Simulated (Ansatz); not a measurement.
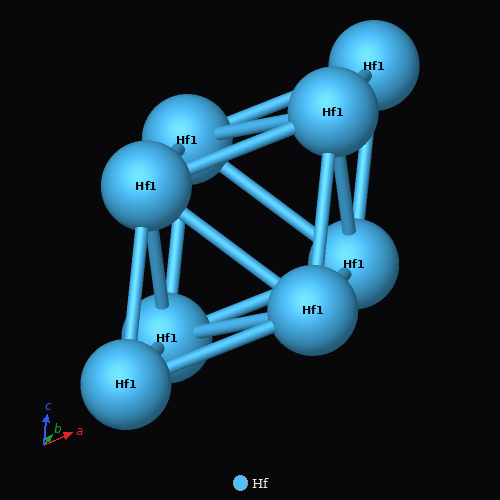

The system is Hf (Fm-3m, No. 225; 1 atom in the cell); the picture shows the reference structure. The energy is mapped over two homogeneous strains (x, y and z along the cube axes). The first coordinate is: strain +e along x and -e along y; the second: strain +e along z and -e/2 along x and y. Nothing is relaxed (symmetry fixes all fractional coordinates). The grid has 7 × 7 points; 28 points were computed and 21 follow by symmetry. Points are written as (first, second). All energies are given in meV/atom relative to the lowest grid point. These are results of DFT LDA, scalar-relativistic, plane waves, PAW in Ansatz 0.2.0, not measurements. Settings: cutoff 420 eV, k-mesh 18×18×18, gaussian smearing 0.15 eV, no spin polarisation.

Its coordinates:

```xyz
1
Lattice="0.0000 2.1799 2.1799 2.1799 0.0000 2.1799 2.1799 2.1799 0.0000" Properties=species:S:1:pos:R:3 pbc="T T T"
Hf    0.0000    0.0000    0.0000
```

Range: strain +e along x and -e along y from −4.00 to 4.00 %; strain +e along z and -e/2 along x and y from −15 to 15 %.

Question: What landscape does the calculation give?

Answer: The lowest grid point is at (0.00 %, 0 %). No other kind of well shows on this grid. The highest grid point, (−4.00 %, 15 %), lies 102 meV/atom above the lowest. Round the minimum the two coordinates are nearly uncoupled.

```csv
"second ↓, first →",−4.00,−2.67,−1.33,0.00,1.33,2.67,4.00
15,102,100,99,98,99,100,102
10,53,50,47,46,47,50,53
5,22,17,14,13,14,17,22
0,11,5,1,0,1,5,11
−5,23,17,13,12,13,17,23
−10,51,46,42,41,42,46,51
−15,79,73,69,68,69,73,79
```

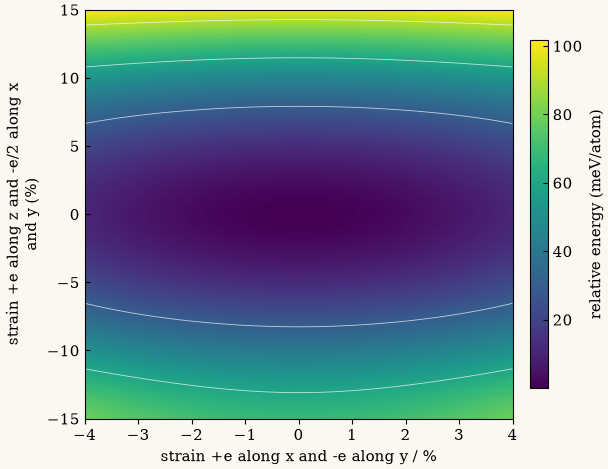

Drawn: a smooth colour map with a few white contour lines. Between grid points the surface is interpolated.

Time for the 28 points that were run: 5.5 min on 1 thread of Arm Neoverse V2, with other jobs on the host.
